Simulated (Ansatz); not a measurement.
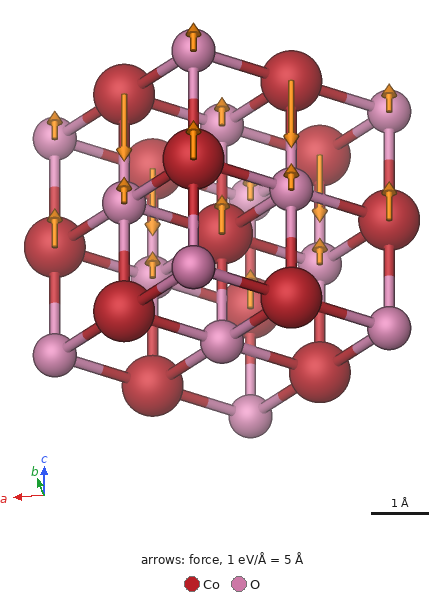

Starting geometry of a slab of composition CoO (cut from the I4/mmm phase) with the computed forces as orange arrows. Style: ball-and-stick. Shown: the atoms within 4.2 Å of the atom that moves most (axes of the 2 × 3 repeat of the cell, outlined in the plane, without the vacuum), from a free direction.

Case: clean slab, lower half held. The slab is the (1 1 0) face of CoO. 4 atoms are held fixed.

These are results of DFT PBE, scalar-relativistic, plane waves, PAW (Ansatz), not measurements.

The input:
```yaml
crystal:
  lattice:
    - [2.998104617, 0.0, 0.0]
    - [-0.0358981969, 2.9978896935, 0.0]
    - [0.0, 0.0, 23.3979028049]
  atoms:
    - { symbol: Co, position: [0.5, 0.5, 0.3632804218], spin: 2.73 }
    - { symbol: O, position: [0.0, 0.0, 0.3632804218], spin: 0.35 }
    - { symbol: Co, position: [0.0, 0.0, 0.4544268073], spin: 2.73 }
    - { symbol: O, position: [0.5, 0.5, 0.4544268073], spin: 0.35 }
    - { symbol: Co, position: [0.5, 0.5, 0.5455731927], spin: 2.73 }
    - { symbol: O, position: [0.0, 0.0, 0.5455731927], spin: 0.35 }
    - { symbol: Co, position: [0.0, 0.0, 0.6367195782], spin: 2.73 }
    - { symbol: O, position: [0.5, 0.5, 0.6367195782], spin: 0.35 }
basis:
  ecutwfc: 420
kpoints:
  mp_grid: { grid: [10, 10, 1] }
hamiltonian:
  xc: pbe
scf:
  occupations: { method: gaussian, width: 0.1 }
output:
  forces: true
  eigenvalues: true
  populations: true
magnetization:
  spin_polarized: true
relax:
  adjacent_minimum: "off"
  f_tol: 0.03
  max_steps: 70
  constraints: [{ sites: [0, 1, 2, 3] }]
efield:
  axis: 3
  dipole_correction: true
  ramp_width: 0.04
```

Launched with:
```bash
ansatz run input.yaml --threads 4 --pin off --max-ram 10240MiB --backend cpu --events-out ev --progress --plain --runs-dir out
```

Question: Is this structure relaxed? If not, where do the atoms go?

Answer: It isn't relaxed: the largest force vector, on Co7, is 0.27 eV/Å. The final displacements follow the starting forces only in part (cosine between the two patterns 0.79). After 5 accepted moves (6 points after the start) the energy has fallen by 43.9 meV per cell of the calculation. The largest force component goes from 0.27 to 0.019 eV/Å. 1 step only repeated the SCF at the same geometry. The atom that moves furthest is Co5 (0.20 Å along the normal (+c)). Largest moves by element: Co 0.20 Å, O 0.12 Å. The cell doesn't change. Some distances before and after: O4–Co5 2.133 → 2.336 Å, Co5–O8 2.133 → 2.050 Å, Co5–O6 2.107 → 2.118 Å, Co5–O6 (another image) 2.133 → 2.143 Å. Bond angles that change, for instance: Co7–O8–Co7 180.0° → 168.4°, O6–Co5–O6 180.0° → 168.5°, O6–Co5–O6 180.0° → 168.6°. The run may lie on a higher electronic state than the lowest, so the end point isn't shown to be the ground-state structure.
